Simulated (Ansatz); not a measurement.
**TiO2: one cell, many SCF starts**

Is TiO2 magnetic at this level, in which order, and do all starts find it? Single-point runs from several starts follow. System: TiO$_{2}$, the deposited crystal structure (space group P4_2/mnm); the cell holds 6 atoms. Source: COD entry 9015662; the sample's temperature and pressure aren't taken into account.

Method: DFT PBE, PAW, plane waves, scalar-relativistic, in Ansatz 0.2.0.

### 1 The starting structure

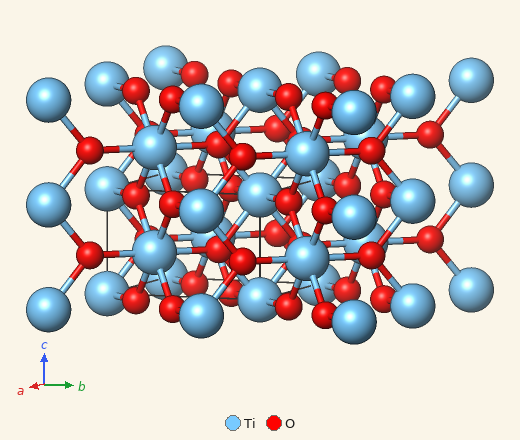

The starting structure, seen slightly off an axis (titanium blue, oxygen red). 2×2×2 cells are drawn. Atoms on the faces are drawn again on the opposite ones.

Coordinates:

```cif
data_structure
_symmetry_space_group_name_H-M 'P 1'
_symmetry_Int_Tables_number 1
_cell_length_a 4.5937
_cell_length_b 4.5937
_cell_length_c 2.9587
_cell_angle_alpha 90.000
_cell_angle_beta 90.000
_cell_angle_gamma 90.000
_cell_volume 62.43
loop_
_atom_site_label
_atom_site_type_symbol
_atom_site_fract_x
_atom_site_fract_y
_atom_site_fract_z
_atom_site_occupancy
Ti1 Ti 0.00000 0.00000 0.00000 1
Ti2 Ti 0.50000 0.50000 0.50000 1
O1 O 0.30478 0.30478 0.00000 1
O2 O 0.19522 0.80478 0.50000 1
O3 O 0.69522 0.69522 0.00000 1
O4 O 0.80478 0.19522 0.50000 1
```

In tables a label like O6 counts atoms in the order of input.yaml; a structure file may count by element.

Planned first: parallel moments, plain SCF; opposed moments +-, plain SCF; no spin polarisation; spin on, no moments given (the program may seed its own), plain SCF. Further starts follow from what these give.

“Plain SCF” means no search for lower states. Ends within 0.2 meV/atom and 0.1 μB count as one state.

Site moments are integrals over atomic spheres and don't add up to the total.

### 2 Parallel moments, plain SCF

The input, input.yaml:

```yaml
crystal:
  lattice:
    - [4.5937, 0.0, 0.0]
    - [0.0, 4.5937, 0.0]
    - [0.0, 0.0, 2.9587]
  atoms:
    - { symbol: Ti, position: [0.0, 0.0, 0.0], spin: 1.0 }
    - { symbol: Ti, position: [0.5, 0.5, 0.5], spin: 1.0 }
    - { symbol: O, position: [0.30478, 0.30478, 0.0] }
    - { symbol: O, position: [0.19522, 0.80478, 0.5] }
    - { symbol: O, position: [0.69522, 0.69522, 0.0] }
    - { symbol: O, position: [0.80478, 0.19522, 0.5] }
magnetization:
  spin_polarized: true
hamiltonian:
  xc: pbe
  pseudopotentials: { kind: paw }
basis:
  ecutwfc: 420
kpoints:
  mp_grid: { grid: [5, 5, 7] }
scf:
  occupations: { method: fermi_dirac, width: 0.03 }
  lower_state_search: "off"
output:
  forces: true
  stress: true
```

The log of the run (excerpt; [...] marks lines left out):

```text
[...]
Pseudopotentials: kind: paw
Pseudopotential: Ti, paw, valence charge 12, recommended cutoff 420 eV (normal), Ti.paw.azcp
Pseudopotential: O, paw, valence charge 6, recommended cutoff 420 eV (normal), O.paw.azcp
Functional definition: PBE
[...]
Crystal: 6 atoms, lattice volume = 62.435 Å³
Basis set: ecut = 420 eV, 1217 PW (Γ), exchange–correlation on 64×64×40 points (8 copies of the dense FFT grid, shifted against one another)
Bands: 31, of which v1, the nominal top of the filled ones, is band 24 counted from 1 (23 counted from 0)
Symmetry: 16 space group operations
Space group: P42/mnm (ITA 136), of the structure as read, at distance tolerance 4.0e-5 Å
Magnetic group: BNS 136.495 (UNI 1155), of the structure as read, at distance tolerance 4.0e-5 Å
k-points: 24 of 175
[...]
Starting moments: Σ|m| = 2 μB on 2 of 6 sites
[...]
SCF iter   1: F=—  HF=-7277.200426 eV  |F-HF|=—  |Δ(HF+E_count)|=         —  Δρ=5.65e-2 (↑5.65e-2 ↓5.57e-2)  dr2=2.58e0  dr2_m=1.18e0  M=0.000 μB ∫|m|=0.448 μB  β_m=0.30  ethr=3.10e-3  ⟨swp⟩=6.1  Hψ=5930  notcnv=0
[...]
spin=Collinear: Resta preconditioning applied to the charge; magnetization (m = ρ↑ − ρ↓) channel mixes plain (no charge-response kernel on spin).
[...]
spin-set hold released at iteration 8 (site moments contracting): the magnetisation degrees of freedom join the quasi-Newton model from the next iteration; the mixer history was flushed
[...]
SCF iter  14: F=-7277.281726 eV  HF=-7277.281726 eV  |F-HF|=9.26e-10  |Δ(HF+E_count)|=   3.54e-8  Δρ=8.01e-7 (↑8.01e-7 ↓6.81e-7)  dr2=1.54e-9  dr2_m=4.27e-11  M=0.000 μB ∫|m|=0.000 μB  ethr=4.83e-11  ⟨swp⟩=1.9  Hψ=4136  notcnv=0
WARN: the starting moments were not kept: the SCF closed with an absolute magnetisation of 7.1e-6 μB, where they sum to 2 μB in size (2 sites). That is at most 0.1 of that sum. Measured as dr2_m measures the in/out step, that magnetisation stands 7.2e-12 eV from none, at or under the [...]
SCF converged after 14 iterations
Magnetization: 0.0000 μB (24.0000 up, 24.0000 down)
Absolute magnetization: 0.0000 μB (∫|ρ↑−ρ↓|, with the PAW one-centre terms)
Spin contamination: 0.0000 ħ² per cell (⟨S²⟩ above its minimum at these occupations)
Per-site moments (μB) at R_I (Å): [(-1.0870296860032135e-6, 0.8037838228265841), (-1.0870296859944177e-6, 0.8037838228265841), (6.98305541048602e-7, 0.8037838228265842), (6.983055410394422e-7, 0.8037838228265841), (6.983055410209707e-7, 0.8037838228265841), (6.983055410499641e-7, [...]
Free energy (F): -7277.281726 eV
[...]
E sigma→0 (E₀):  -7277.281726 eV
Fermi energy:    10.067662 eV
[...]
--- Forces (eV/Å), atoms counted from 1 ---
  atom   1  Ti     0.00000000    -0.00000000     0.00000000
  atom   2  Ti     0.00000000     0.00000000     0.00000000
  atom   3  O     -0.04906966    -0.04906966     0.00000000
  atom   4  O      0.04906966    -0.04906966     0.00000000
  atom   5  O      0.04906966     0.04906966     0.00000000
  atom   6  O     -0.04906966     0.04906966     0.00000000
[...]
--- Stress (GPa, compression-positive) ---
        5.354606       0.000000       0.000000
        0.000000       5.354606       0.000000
        0.000000       0.000000       4.442348
  P = ⅓ Tr σ = 5.0505 GPa (50.505 kbar)
```

It took 5.2 s on 2 threads of an Arm CPU, shared host; peak memory 0.36 GiB.

Result: non-magnetic, a gap of 1.89 eV on the k-mesh.

### 3 Opposed moments +-, plain SCF

input.yaml: that of step 2 with these lines changed.

```diff
@@ -7,3 +7,3 @@
     - { symbol: Ti, position: [0.0, 0.0, 0.0], spin: 1.0 }
-    - { symbol: Ti, position: [0.5, 0.5, 0.5], spin: 1.0 }
+    - { symbol: Ti, position: [0.5, 0.5, 0.5], spin: -1.0 }
     - { symbol: O, position: [0.30478, 0.30478, 0.0] }
```

The log of the run (excerpt; [...] marks lines left out):

```text
[... 12 lines as in an earlier run ...]
Symmetry: 8 space group operations
Space group: Cmmm (ITA 65), of the structure as read, at distance tolerance 4.0e-5 Å
Magnetic group: BNS 136.498 (UNI 1158), of the structure as read, at distance tolerance 4.0e-5 Å
k-points: 36 of 175
[... 6 lines as in an earlier run ...]
Starting moments: Σ|m| = 2 μB on 2 of 6 sites
Starting magnetic order: altermagnet, d-wave, planar spin-momentum locking; spin-degenerate planes through Γ normal to [0 1 0], [1 0 0] of the run's lattice
[... 2 lines as in an earlier run ...]
SCF iter   1: F=—  HF=-7277.218014 eV  |F-HF|=—  |Δ(HF+E_count)|=         —  Δρ=5.49e-2 (↑5.49e-2 ↓5.49e-2)  dr2=2.57e0  dr2_m=1.11e0  M=0.000 μB ∫|m|=0.372 μB  β_m=0.30  ethr=3.10e-3  ⟨swp⟩=6.1  Hψ=8954  notcnv=0
[...]
[... 1 line as in an earlier run ...]
[...]
spin-set hold released at iteration 8 (site moments contracting): the magnetisation degrees of freedom join the quasi-Newton model from the next iteration; the mixer history was flushed
[...]
SCF iter  15: F=-7277.281726 eV  HF=-7277.281726 eV  |F-HF|=1.11e-10  |Δ(HF+E_count)|=   2.38e-9  Δρ=4.47e-7 (↑3.52e-7 ↓4.47e-7)  dr2=5.35e-10  dr2_m=6.48e-12  M=0.000 μB ∫|m|=0.000 μB  ethr=5.20e-12  ⟨swp⟩=1.0  Hψ=5870  notcnv=0
WARN: the starting moments were not kept: the SCF closed with an absolute magnetisation of 2.2e-6 μB, where they sum to 2 μB in size (2 sites). That is at most 0.1 of that sum. Measured as dr2_m measures the in/out step, that magnetisation stands 1.4e-12 eV from none, at or under the [...]
SCF converged after 15 iterations
Magnetization: 0.0000 μB (24.0000 up, 24.0000 down)
Absolute magnetization: 0.0000 μB (∫|ρ↑−ρ↓|, with the PAW one-centre terms)
Spin contamination: 0.0000 ħ² per cell (⟨S²⟩ above its minimum at these occupations)
Per-site moments (μB) at R_I (Å): [(-6.565808876563924e-8, 0.8037838228265841), (8.579925606077683e-8, 0.8037838228265841), (-3.5987755299050866e-7, 0.8037838228265842), (3.576022219436504e-7, 0.8037838228265841), (-3.5987755303912465e-7, 0.8037838228265841), (3.576022218475342e-7, [...]
Free energy (F): -7277.281726 eV
[...]
E sigma→0 (E₀):  -7277.281726 eV
Fermi energy:    10.067664 eV
[... 28 lines left out: energy terms, forces, stress ...]
```

It took 7.6 s on 2 threads of an Arm CPU, shared host; peak memory 0.39 GiB.

The run ends in the same state as step 2 (non-magnetic); it took 15 iterations.

### 4 No spin polarisation

input.yaml: that of step 3 with these lines changed.

```diff
@@ -6,4 +6,4 @@
   atoms:
-    - { symbol: Ti, position: [0.0, 0.0, 0.0], spin: 1.0 }
-    - { symbol: Ti, position: [0.5, 0.5, 0.5], spin: -1.0 }
+    - { symbol: Ti, position: [0.0, 0.0, 0.0] }
+    - { symbol: Ti, position: [0.5, 0.5, 0.5] }
     - { symbol: O, position: [0.30478, 0.30478, 0.0] }
@@ -12,4 +12,2 @@
     - { symbol: O, position: [0.80478, 0.19522, 0.5] }
-magnetization:
-  spin_polarized: true
 hamiltonian:
```

The log of the run (excerpt; [...] marks lines left out):

```text
[... 11 lines as in an earlier run ...]
Bands: 30, of which v1, the nominal top of the filled ones, is band 24 counted from 1 (23 counted from 0)
[... 8 lines as in an earlier run ...]
[...]
[... 2 lines as in an earlier run ...]
SCF iter   1: F=—  HF=-7277.280619 eV  |F-HF|=—  |Δ(HF+E_count)|=         —  Δρ=2.14e-3  dr2=1.72e-3  ethr=1.77e-3  ⟨swp⟩=5.8  Hψ=2930  notcnv=0
[...]
SCF iter   6: F=-7277.281726 eV  HF=-7277.281726 eV  |F-HF|=5.64e-8  |Δ(HF+E_count)|=   2.25e-7  Δρ=9.84e-6  dr2=6.98e-8  ethr=2.08e-10  ⟨swp⟩=4.4  Hψ=2340  notcnv=0
[...]
SCF converged after 6 iterations
Free energy (F): -7277.281726 eV
[...]
E sigma→0 (E₀):  -7277.281726 eV
Fermi energy:    10.067581 eV
[... 28 lines left out: energy terms, forces, stress ...]
```

Run time: 1.4 s. Hardware: 2 threads of an Arm CPU, shared host; peak memory 0.33 GiB.

The run ends in the same state as step 2 (non-magnetic); it took 6 iterations.

### 5 Spin on, no moments given (the program may seed its own), plain SCF

input.yaml: that of step 4 with these lines changed.

```diff
@@ -25 +25,3 @@
   stress: true
+magnetization:
+  spin_polarized: true
```

The log of the run (excerpt; [...] marks lines left out):

```text
band count auto-derived: 32 (N_el = 48.0; filled up to band 24; 30 by the electrons, moments and atoms)
[... 11 lines as in an earlier run ...]
Bands: 32, of which v1, the nominal top of the filled ones, is band 24 counted from 1 (23 counted from 0)
[... 11 lines as in an earlier run ...]
SCF iter   1: F=—  HF=-7277.575786 eV  |F-HF|=—  |Δ(HF+E_count)|=         —  Δρ=3.29e-2 (↑3.29e-2 ↓3.29e-2)  dr2=2.60e0  dr2_m=0.00e0  M=0.000 μB ∫|m|=0.000 μB  β_m=0.30  ethr=3.10e-3  ⟨swp⟩=6.0  Hψ=2995  notcnv=0
[...]
[... 1 line as in an earlier run ...]
[...]
SCF iter  12: F=-7277.281726 eV  HF=-7277.281726 eV  |F-HF|=7.55e-9  |Δ(HF+E_count)|=   2.95e-7  Δρ=3.74e-6 (↑3.74e-6 ↓3.74e-6)  dr2=3.05e-8  dr2_m=0.00e0  M=0.000 μB ∫|m|=0.000 μB  ethr=2.08e-10  ⟨swp⟩=4.0  Hψ=2259  notcnv=0
[...]
SCF converged after 12 iterations
Magnetization: 0.0000 μB (24.0000 up, 24.0000 down)
Absolute magnetization: 0.0000 μB (∫|ρ↑−ρ↓|)
Spin contamination: 0.0000 ħ² per cell (⟨S²⟩ above its minimum at these occupations)
Per-site moments (μB) at R_I (Å): [(0.0, 0.8037838228265841), (0.0, 0.8037838228265841), (0.0, 0.8037838228265842), (0.0, 0.8037838228265841), (0.0, 0.8037838228265841), (0.0, 0.8037838228265841)]
Free energy (F): -7277.281726 eV
[...]
E sigma→0 (E₀):  -7277.281726 eV
Fermi energy:    10.067722 eV
[... 28 lines left out: energy terms, forces, stress ...]
```

It took 2.6 s on 2 threads of an Arm CPU, shared host; peak memory 0.36 GiB.

The run ends in the same state as step 2 (non-magnetic); it took 12 iterations.

[end of part 1 of 2]
